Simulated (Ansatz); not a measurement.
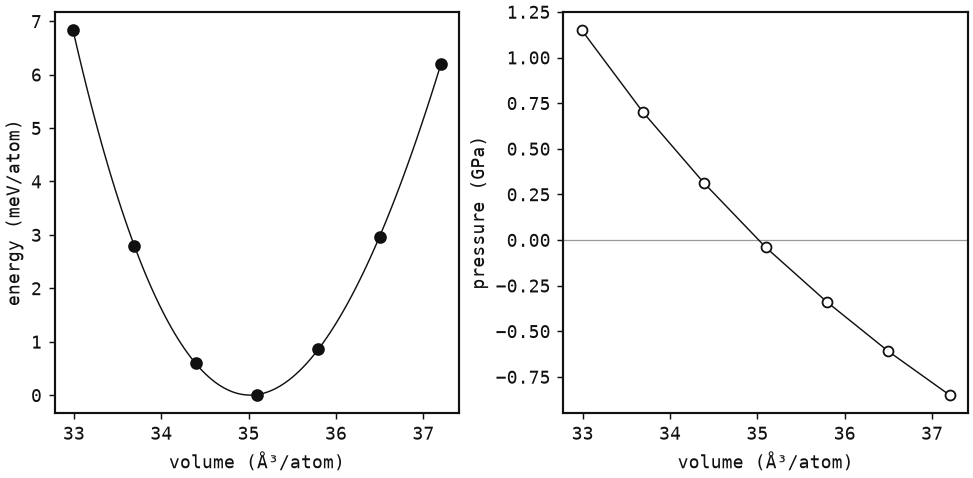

The figure shows the energy and pressure against volume for RbCl, space group Fm-3m (No. 225).

Structure:
```yaml
crystal:
  lattice:
    - [0.00000, 3.27400, 3.27400]
    - [3.27400, 0.00000, 3.27400]
    - [3.27400, 3.27400, 0.00000]
  atoms:
    - { symbol: Rb, position: [0.00000, 0.00000, 0.00000] }
    - { symbol: Cl, position: [0.50000, 0.50000, 0.50000] }
```

How it was computed, with Ansatz 0.2.0: all-electron LAPW DFT, no spin polarisation; energies at scaled volumes of the given cell, shape and fractions fixed, counted from the fit's minimum, third-order Birch-Murnaghan fit. Level: PBEsol.

- k mesh: 7×7×7
- occupations: Fermi–Dirac
- smearing width: 0.05 eV
- potentials: all electron LAPW, scalar relativistic
- program settings: basis error eV/atom 0.001

Q: Give the fitted equation-of-state parameters.

A: A third-order Birch–Murnaghan fit gives V0 = 35.02 Å³/atom, B0 = 16.5 GPa and B′ = 5.2.

Q: Read off the course of the pressure.

A: It falls from 1.15 GPa at volume 32.99 Å³/atom to −0.85 GPa at 37.20 Å³/atom, and changes sign near 35.01 Å³/atom.

The computed values:

```csv
volume (Å³/atom),energy (meV/atom),pressure (GPa)
32.99,6.83,1.15
33.69,2.79,0.70
34.39,0.60,0.31
35.09,0.01,-0.04
35.80,0.86,-0.34
36.50,2.97,-0.61
37.20,6.20,-0.85
```
